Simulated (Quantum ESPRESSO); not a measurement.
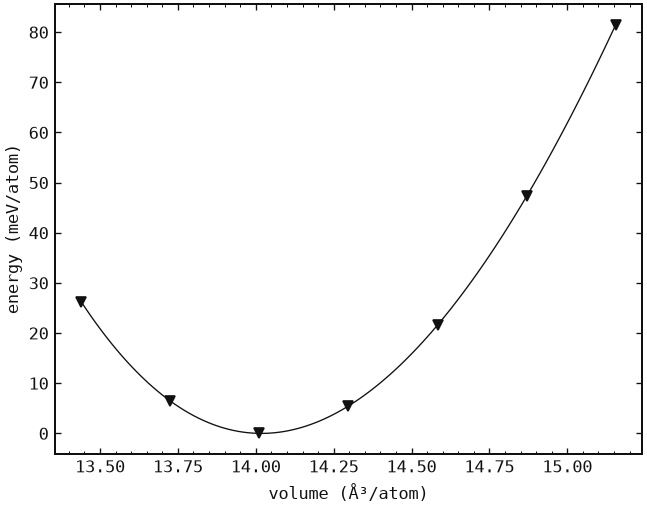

Plotted: energy against volume.

How it was computed, with Quantum ESPRESSO 7.5: plane-wave DFT, no spin polarisation; energies at scaled volumes of the given cell, shape and fractions fixed, counted from the fit's minimum, third-order Birch-Murnaghan fit. Level: PBEsol.

**For which of these solids was it computed?**
A. Tc, P6_3/mmc (No. 194)
B. BN, F-43m (No. 216)
C. Nb, Im-3m (No. 229)

A, Tc: energy from 0.00 meV/atom to 81.43 meV/atom, V0 14.02 Å³/atom, B0 326 GPa. The others give: BN, energy from 0.16 meV/atom to 36.73 meV/atom, V0 5.868 Å³/atom, B0 385 GPa; Nb, energy from 0 meV/atom to 101 meV/atom, V0 17.62 Å³/atom, B0 181 GPa.

For Tc, limits of the calculation: shape and atomic fractions are frozen while scaling, which makes layered, chain and framework solids too stiff.
